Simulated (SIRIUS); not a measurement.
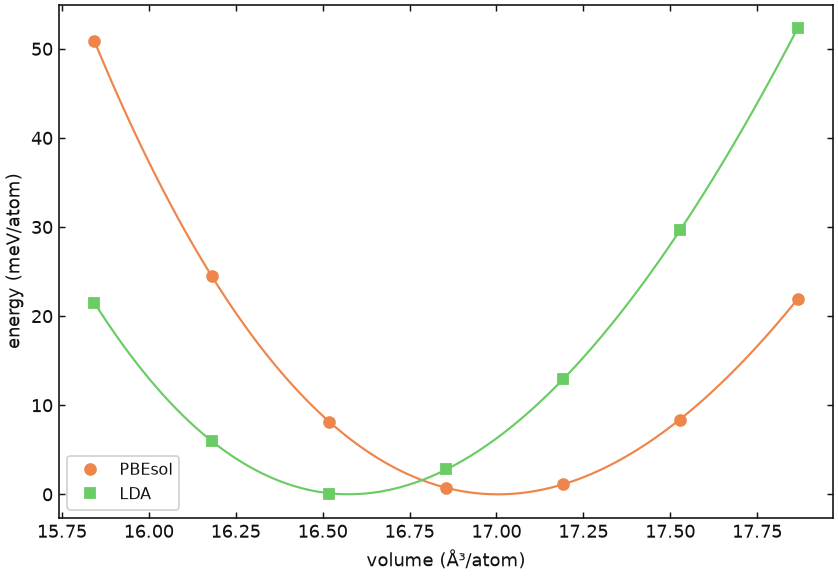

Figure. Energy against volume, with one curve for each functional, for Au (space group Fm-3m).

The fitted equilibrium volumes, smallest first, are LDA 16.575, PBEsol 17.004 Å³/atom. The fitted bulk moduli, smallest first, are PBEsol 177.8, LDA 194.3 GPa.

Computed with SIRIUS 7.12.0: all-electron LAPW DFT, no spin polarisation; energies at scaled volumes of the given cell, shape and fractions fixed, counted from the fit's minimum, third-order Birch-Murnaghan fit. All runs: no spin polarisation.

```tsv
setting	value
k mesh	11×11×11
occupations	Fermi–Dirac
smearing width	0.05 eV
potentials	all electron FP LAPW
```

Note: spin-orbit coupling left out, heavy elements.
